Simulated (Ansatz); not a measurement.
# TaN: single-point calculation (part 2 of 3)

Continued. System: TaN (6 atoms in the cell). Method: DFT LDA+U, scalar-relativistic, plane waves, PAW, Ueff = 3 eV on Ta atom 1 d; Ueff = 3 eV on Ta atom 2 d; Ueff = 3 eV on Ta atom 3 d, spin-polarised (Ansatz 0.2.0); cutoff 420 eV, 4×4×6 k-mesh, Gaussian smearing of 0.05 eV, collinear spins. The structure derives from an entry of the Crystallography Open Database. It belongs to a series of runs on one base structure; here: natural orbitals of the symmetric run, filled by rank.

Geometry of the input (Å; fractional positions):
```
5.1960  0.0000  0.0000
-2.5980  4.4999  0.0000
0.0000  0.0000  2.9110
Ta 0.3333  0.6667  0.5000
Ta 0.6667  0.3333  0.5000
Ta 0.0000  0.0000  0.0000
N  0.3928  0.0000  0.0000
N  0.6071  0.6071  0.0000
N  -0.0000  0.3928  0.0000
```

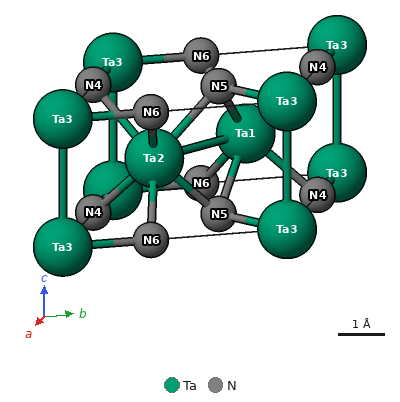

*The structure as given in the input (ball-and-stick view of the cell of the calculation, seen slightly off an axis; atoms are numbered from 1 in the order of the input).*

### Output, continued
```
SCF iter   1: F=—  HF=-30161.863651 eV  |F-HF|=—  |Δ(HF+E_count)|=         —  Δρ=8.70e-2 (↑8.70e-2 ↓8.04e-2)  dr2=5.40e0  dr2_m=3.28e0  M=1.188 μB ∫|m|=1.674 μB  β_m=0.30  ethr=3.10e-3  ⟨swp⟩=5.9  Hψ=8261  notcnv=0
preconditioner: auto → Kerker (q_TF=auto, 2.625 Å⁻¹)  [metal: Δε(μ)=0.020 eV  Ē_g=10.918 eV  σ=0.050 eV  W_gap=0.22  n_scr=26 (ndim 8)  ℏωp=24.7 eV  f_vac=0.000  D(μ)=2.80/eV (n_scr^D=26)]
spin=Collinear: Kerker preconditioning applied to the charge; magnetization (m = ρ↑ − ρ↓) channel mixes plain (no charge-response kernel on spin).
SCF iter   2: F=—  HF=-30161.435773 eV  |F-HF|=—  |Δ(HF+E_count)|=   4.28e-1  Δρ=5.93e-2 (↑5.93e-2 ↓5.62e-2)  dr2=1.71e0  dr2_m=1.69e0  M=0.997 μB ∫|m|=1.524 μB  β_m=0.30  ethr=3.10e-3  ⟨swp⟩=2.1  Hψ=3285  notcnv=0  defer=129
preconditioner: auto → Resta (q_TF=auto, 2.625 Å⁻¹)  ε∞=6.4  [insulator: Δε(μ)=0.080 eV  Ē_g=10.599 eV  σ=0.050 eV  W_gap=0.54  n_scr=26 (ndim 8)  ℏωp=24.7 eV  f_vac=0.000  D(μ)=1.79/eV (n_scr^D=8)  ε∞_Penn≈6.4]
spin=Collinear: Resta preconditioning applied to the charge; magnetization (m = ρ↑ − ρ↓) channel mixes plain (no charge-response kernel on spin).
SCF iter   3: F=—  HF=-30161.354212 eV  |F-HF|=—  |Δ(HF+E_count)|=   8.16e-2  Δρ=3.96e-2 (↑3.85e-2 ↓3.96e-2)  dr2=1.90e-1  dr2_m=8.61e-1  M=0.887 μB ∫|m|=1.458 μB  β_m=0.30  ethr=3.10e-3  ⟨swp⟩=2.2  Hψ=3080  notcnv=0  defer=129
SCF iter   4: F=—  HF=-30161.462349 eV  |F-HF|=—  |Δ(HF+E_count)|=   1.08e-1  Δρ=2.70e-2 (↑2.69e-2 ↓2.70e-2)  dr2=2.05e-2  dr2_m=4.48e-1  M=0.797 μB ∫|m|=1.372 μB  β_m=0.30  ethr=3.51e-4  ⟨swp⟩=2.8  Hψ=3496  notcnv=0  defer=133
SCF iter   5: F=—  HF=-30161.533524 eV  |F-HF|=—  |Δ(HF+E_count)|=   7.12e-2  Δρ=1.96e-2 (↑1.96e-2 ↓1.95e-2)  dr2=3.65e-3  dr2_m=2.37e-1  M=0.708 μB ∫|m|=1.305 μB  β_m=0.30  ethr=3.79e-5  ⟨swp⟩=2.0  Hψ=2388  notcnv=0  defer=133
SCF iter   6: F=—  HF=-30161.573552 eV  |F-HF|=—  |Δ(HF+E_count)|=   4.00e-2  Δρ=1.42e-2 (↑1.42e-2 ↓1.40e-2)  dr2=8.63e-4  dr2_m=1.24e-1  M=0.659 μB ∫|m|=1.268 μB  β_m=0.30  ethr=6.76e-6  ⟨swp⟩=2.0  Hψ=2432  notcnv=0  defer=133
SCF iter   7: F=—  HF=-30161.594989 eV  |F-HF|=—  |Δ(HF+E_count)|=   2.14e-2  Δρ=1.01e-2 (↑1.01e-2 ↓1.00e-2)  dr2=1.01e-4  dr2_m=6.28e-2  M=0.647 μB ∫|m|=1.251 μB  β_m=0.30  ethr=1.60e-6  ⟨swp⟩=2.3  Hψ=3223  notcnv=0  defer=133
Mixer restart at iter 7: flushing history
spin-set hold released at iteration 7 (site moments contracting): the magnetisation degrees of freedom join the quasi-Newton model from the next iteration; the mixer history was flushed
SCF iter   8: F=—  HF=-30161.605978 eV  |F-HF|=—  |Δ(HF+E_count)|=   1.10e-2  Δρ=7.12e-3 (↑7.12e-3 ↓7.09e-3)  dr2=3.35e-5  dr2_m=3.15e-2  M=0.646 μB ∫|m|=1.241 μB  β_m=0.65  ethr=1.87e-7  ⟨swp⟩=2.4  Hψ=3600  notcnv=0  defer=133
SCF iter   9: F=—  HF=-30161.617137 eV  |F-HF|=—  |Δ(HF+E_count)|=   1.12e-2  Δρ=2.77e-4 (↑2.65e-4 ↓2.77e-4)  dr2=6.75e-6  dr2_m=4.50e-5  M=0.645 μB ∫|m|=1.216 μB  β_m=0.82  ethr=6.20e-8  ⟨swp⟩=3.0  Hψ=4178  notcnv=0  defer=133
SCF iter  10: F=—  HF=-30161.617160 eV  |F-HF|=—  |Δ(HF+E_count)|=   2.34e-5  Δρ=1.09e-4 (↑1.09e-4 ↓9.18e-5)  dr2=3.37e-6  dr2_m=5.99e-6  M=0.645 μB ∫|m|=1.213 μB  β_m=0.91  ethr=1.25e-8  ⟨swp⟩=2.0  Hψ=2840  notcnv=0  defer=133
SCF iter  11: F=—  HF=-30161.617164 eV  |F-HF|=—  |Δ(HF+E_count)|=   3.98e-6  Δρ=3.57e-5 (↑3.57e-5 ↓3.43e-5)  dr2=5.43e-6  dr2_m=2.67e-7  M=0.645 μB ∫|m|=1.211 μB  β_m=0.91  ethr=6.24e-9  ⟨swp⟩=2.6  Hψ=3542  notcnv=0  defer=133
Mixer restart at iter 11: flushing history
SCF iter  12: F=—  HF=-30161.622741 eV  |F-HF|=—  |Δ(HF+E_count)|=         —  Δρ=4.08e-5 (↑3.77e-5 ↓4.08e-5)  dr2=5.67e-6  dr2_m=3.74e-7  M=0.645 μB ∫|m|=1.211 μB  β_m=0.91  ethr=6.24e-9  ⟨swp⟩=1.5  Hψ=1938  notcnv=0  defer=133
SCF iter  13: F=—  HF=-30166.957039 eV  |F-HF|=—  |Δ(HF+E_count)|=    5.33e0  Δρ=1.21e-2 (↑1.16e-2 ↓1.21e-2)  dr2=1.51e-1  dr2_m=5.00e-2  M=0.211 μB ∫|m|=0.502 μB  β_m=0.16  ethr=6.24e-9  ⟨swp⟩=6.1  Hψ=8752  notcnv=0  defer=129
SCF iter  14: F=—  HF=-30167.050975 eV  |F-HF|=—  |Δ(HF+E_count)|=   9.39e-2  Δρ=1.00e-2 (↑1.00e-2 ↓9.22e-3)  dr2=6.85e-2  dr2_m=3.80e-2  M=0.197 μB ∫|m|=0.443 μB  β_m=0.17  ethr=6.24e-9  ⟨swp⟩=4.2  Hψ=6454  notcnv=0  defer=118
SCF iter  15: F=—  HF=-30167.117085 eV  |F-HF|=—  |Δ(HF+E_count)|=   6.61e-2  Δρ=7.45e-3 (↑7.45e-3 ↓5.73e-3)  dr2=1.88e-2  dr2_m=2.05e-2  M=0.144 μB ∫|m|=0.361 μB  β_m=0.53  ethr=6.24e-9  ⟨swp⟩=4.7  Hψ=6174  notcnv=0  defer=119
SCF iter  16: F=—  HF=-30167.302519 eV  |F-HF|=—  |Δ(HF+E_count)|=   1.85e-1  Δρ=3.28e-3 (↑3.28e-3 ↓2.06e-3)  dr2=2.40e-3  dr2_m=3.52e-3  M=0.119 μB ∫|m|=0.179 μB  β_m=0.63  ethr=6.24e-9  ⟨swp⟩=5.2  Hψ=6754  notcnv=0  defer=127
SCF iter  17: F=—  HF=-30167.326925 eV  |F-HF|=—  |Δ(HF+E_count)|=   2.44e-2  Δρ=8.85e-4 (↑6.83e-4 ↓8.85e-4)  dr2=4.45e-4  dr2_m=2.61e-4  M=0.013 μB ∫|m|=0.029 μB  β_m=0.79  ethr=6.24e-9  ⟨swp⟩=4.3  Hψ=5932  notcnv=0  defer=127
SCF iter  18: F=—  HF=-30167.327245 eV  |F-HF|=—  |Δ(HF+E_count)|=   3.19e-4  Δρ=2.27e-4 (↑2.27e-4 ↓2.14e-4)  dr2=3.80e-5  dr2_m=1.97e-5  M=-0.005 μB ∫|m|=0.007 μB  β_m=0.89  ethr=6.24e-9  ⟨swp⟩=3.6  Hψ=4572  notcnv=0  defer=127
SCF iter  19: F=—  HF=-30167.327276 eV  |F-HF|=—  |Δ(HF+E_count)|=   3.15e-5  Δρ=7.70e-5 (↑7.64e-5 ↓7.70e-5)  dr2=1.51e-5  dr2_m=1.13e-6  M=-0.004 μB ∫|m|=0.004 μB  β_m=0.82  ethr=6.24e-9  ⟨swp⟩=3.0  Hψ=3936  notcnv=0  defer=127
SCF iter  20: F=—  HF=-30167.327275 eV  |F-HF|=—  |Δ(HF+E_count)|=   8.88e-7  Δρ=3.15e-5 (↑2.70e-5 ↓3.15e-5)  dr2=6.59e-7  dr2_m=3.68e-7  M=-0.004 μB ∫|m|=0.004 μB  β_m=0.91  ethr=6.24e-9  ⟨swp⟩=2.6  Hψ=3220  notcnv=0  defer=127
SCF iter  21: F=—  HF=-30167.327276 eV  |F-HF|=—  |Δ(HF+E_count)|=   7.82e-7  Δρ=1.61e-5 (↑1.59e-5 ↓1.61e-5)  dr2=3.38e-7  dr2_m=9.53e-8  M=-0.003 μB ∫|m|=0.003 μB  β_m=0.83  ethr=1.22e-9  ⟨swp⟩=2.0  Hψ=2715  notcnv=0  defer=127
iter 22 did not close the SCF: its close was put off for a magnetic moment that had not settled (scf_convergence_deferred on its scf_iter line)
SCF iter  22: F=-30167.327276 eV  HF=-30167.327276 eV  |F-HF|=8.69e-8  |Δ(HF+E_count)|=   1.50e-7  Δρ=9.07e-6 (↑8.96e-6 ↓9.07e-6)  dr2=3.26e-9  dr2_m=4.97e-8  M=-0.003 μB ∫|m|=0.003 μB  β_m=0.92  ethr=1.85e-10  ⟨swp⟩=12.2  Hψ=13170  notcnv=0
iter 23 did not close the SCF: its close was put off for a magnetic moment that had not settled (scf_convergence_deferred on its scf_iter line)
SCF iter  23: F=-30167.327276 eV  HF=-30167.327276 eV  |F-HF|=4.21e-8  |Δ(HF+E_count)|=   1.63e-7  Δρ=6.27e-6 (↑6.27e-6 ↓6.25e-6)  dr2=4.04e-10  dr2_m=2.43e-8  M=-0.002 μB ∫|m|=0.002 μB  β_m=0.96  ethr=6.04e-12  ⟨swp⟩=5.4  Hψ=10579  notcnv=0
iter 24 did not close the SCF: its close was put off for a magnetic moment that had not settled (scf_convergence_deferred on its scf_iter line)
SCF iter  24: F=-30167.327277 eV  HF=-30167.327277 eV  |F-HF|=7.14e-9  |Δ(HF+E_count)|=   1.68e-7  Δρ=2.57e-6 (↑2.41e-6 ↓2.57e-6)  dr2=6.73e-10  dr2_m=3.70e-9  M=-0.001 μB ∫|m|=0.001 μB  β_m=0.98  ethr=1.00e-12  ⟨swp⟩=4.7  Hψ=11381  notcnv=0
iter 25 did not close the SCF: its close was put off for a magnetic moment that had not settled (scf_convergence_deferred on its scf_iter line)
SCF iter  25: F=-30167.327277 eV  HF=-30167.327277 eV  |F-HF|=2.26e-10  |Δ(HF+E_count)|=   3.05e-8  Δρ=7.82e-7 (↑5.33e-7 ↓7.82e-7)  dr2=5.60e-10  dr2_m=1.32e-10  M=-0.000 μB ∫|m|=0.000 μB  β_m=0.99  ethr=1.00e-12  ⟨swp⟩=4.8  Hψ=10460  notcnv=0
SCF iter  26: F=-30167.327277 eV  HF=-30167.327277 eV  |F-HF|=3.82e-10  |Δ(HF+E_count)|=  5.64e-10  Δρ=5.21e-7 (↑5.21e-7 ↓3.53e-7)  dr2=4.74e-10  dr2_m=1.68e-11  M=-0.000 μB ∫|m|=0.000 μB  ethr=1.00e-12  ⟨swp⟩=4.9  Hψ=9522  notcnv=0
WARN: the starting moments were not kept: the SCF closed with an absolute magnetisation of 1.8e-5 μB, where they sum to 6 μB in size (3 sites). That is at most 0.1 of that sum. Measured as dr2_m measures the in/out step, that magnetisation stands 3.8e-11 eV from none, at or under the dr2_threshold of 1.0e-7 eV: it is no larger than a step whose dr2_m would equal this threshold. The system may hold no moment; this SCF shows only that its start led to no more than that. To try another start: raise the starting moments (crystal.atoms[].spin, magnetization.per_species, magnetization.initial_magnetization, or on a non-collinear deck that types none of these the spinor_matrix: blocks that start its atoms; where the total moment is fixed, keep their sum and leave initial_magnetization as it is; typed ones take the place of any that the run laid by itself, positive ones on a crystal's lanthanoids without a Hubbard term where scf.initial_density.shell_occupations: [] is typed) or, if the notice of its spin-set hold's release reads "site moments contracting" or "site moments show no strong build", lengthen the hold (scf.mixing.spin_hold: { on: { confirm: 4 } }; for m-r²SCAN on two components see the key's manual first). Each may lead to a state that holds a moment. A second SCF, from the converged charge density, with the starting moments and any scf.initial_density.shell_occupations laid on it anew, would have followed, and was not run: the deck does not ask for one (magnetization.retry_lost_moments is false, the default). To let it run, set magnetization.retry_lost_moments: true and run the deck again, where that key's refused combinations let it; where memory then withholds it, that run's warning says so.
WARN: hamiltonian.hubbard: on 3 of 6 specified blocks the occupation matrix of this SCF's result fails the test of the specified filling. At site 0 ↑ (sites count from 0 in the list of atoms of the cell that this SCF solves) the least filled combination of the orbitals specified full has occupation 0.386, and the fullest combination of the orbitals specified empty has occupation 0.386; the filling counts as kept where the first is at least 0.75 and exceeds the second by more than 0.25. The same holds at site 1 ↑, site 2 ↑. The state of this SCF's result may not hold the specified filling, though these bounds can also misjudge a state that does. This warning does not say which state is lower in energy, or whether the specified filling is a self-consistent state at all; see hamiltonian.hubbard.sites[].starting_ns, Limitations, and scf.initial_density.shell_occupations in the input reference
SCF 1 converged in 26 iterations: F = -30167.327277 eV  dr2 = 4.74e-10
  greatest PAW one-centre occupation: 1.000 electrons in one spin orbital (limit 2), on the Ta atom at site 1 (counted from 0), in its partial waves of l = 0
SCF converged after 26 iterations
Magnetization: -0.0000 μB (27.0000 up, 27.0000 down)
Absolute magnetization: 0.0000 μB (∫|ρ↑−ρ↓|, with the PAW one-centre terms)
Spin contamination: 0.0000 ħ² per cell (⟨S²⟩ above its minimum at these occupations)
Per-site moments (μB) at R_I (Å): [(-1.1255787660441544e-7, 0.892213750721576), (-1.1255787659592425e-7, 0.892213750721576), (-4.580596043188948e-6, 0.8420150719977306), (-8.216551734418378e-7, 0.8420150719977306), (-8.233024498423681e-7, 0.8420150719977306), (-8.233024498839567e-7, 0.8420150719977306)]
Free energy (F): -30167.327277 eV
Harris-Foulkes:  -30167.327277 eV  (|F-HF|=3.82e-10)
Internal energy: -30167.323228 eV  (E = F + TS)
E sigma→0 (E₀):  -30167.325253 eV
Entropy (-TS):   -0.004048 eV (-0.675 meV/atom)
Fermi energy:    19.635670 eV
--- Per-component energies (eV) ---
  E_band       = -231.477638
  E_kinetic    = 1496.948625
  E_local      = -2050.212163  (includes V_loc(G=0)·N_el)
  E_nonlocal   = 200.916719
  E_hartree    = 688.618722
  E_xc         = -832.036523
  E_vxc        = -844.246108  (∫ρ·V_xc dr)
  E_hubbard    = 10.351119  (on-site DFT+U / exact-exchange correction)
  E_vhub       = 4.012459  (the Hubbard potential's part of the band-sum identity)
  E_paw        = -24802.021680  (= ΣΔE_a)
  E_vpaw       = -416.135326  (= ΣTr[D̂ρ^β])
  E_aug_tail   = 0.000828  (compensation charges beyond the density's cutoff)
  E_ewald      = -4880.905716
  E_core_change = 1.016840  (= ΣΔE_core)
  E_smearing   = -0.004048  (= −TS)
  E_closure    = 0.000000  (closes the sum)
  Σ components = -30167.327277   (vs F -30167.327277, Δ=0.00e0)
--- Specified on-site occupations, and those of the state reported ---
  electrons in the specified blocks: 6.3000 specified, 11.1265 found
  site 2 (l=d) ↑: largest change of an orbital's occupation 0.6128; electrons 2.0000 specified, 1.8910 found; spectral distance 0.9582
  site 1 (l=d) ↑: largest change of an orbital's occupation 0.5842; electrons 2.0000 specified, 1.8361 found; spectral distance 0.9515
  site 0 (l=d) ↑: largest change of an orbital's occupation 0.5842; electrons 2.0000 specified, 1.8361 found; spectral distance 0.9515
  site 2 (l=d) ↓: largest change of an orbital's occupation 0.4766; electrons 0.1000 specified, 1.8910 found; spectral distance 0.8120
  site 0 (l=d) ↓: largest change of an orbital's occupation 0.4332; electrons 0.1000 specified, 1.8361 found; spectral distance 0.7864
  site 1 (l=d) ↓: largest change of an orbital's occupation 0.4332; electrons 0.1000 specified, 1.8361 found; spectral distance 0.7864
--- Forces (eV/Å), atoms counted from 1 ---
  atom   1  Ta    -0.00000080     0.00000055     0.00000000
  atom   2  Ta    -0.00000080    -0.00000055    -0.00000000
  atom   3  Ta     0.00000047     0.00000000    -0.00000000
  atom   4  N     -0.05154588    -0.00000000    -0.00000000
  atom   5  N      0.02577385     0.04464116     0.00000000
  atom   6  N      0.02577385    -0.04464116     0.00000000
  max |Σ_I F_I| component: 6.80e-7 eV/Å
--- Stress (GPa, compression-positive) ---
       -6.881334      -0.000000      -0.000000
       -0.000000      -6.881323       0.000000
       -0.000000       0.000000      -8.247336
  P = ⅓ Tr σ = -7.3367 GPa (-73.367 kbar)
--- Band table (eV; the first three rows and the last of 56) ---
```
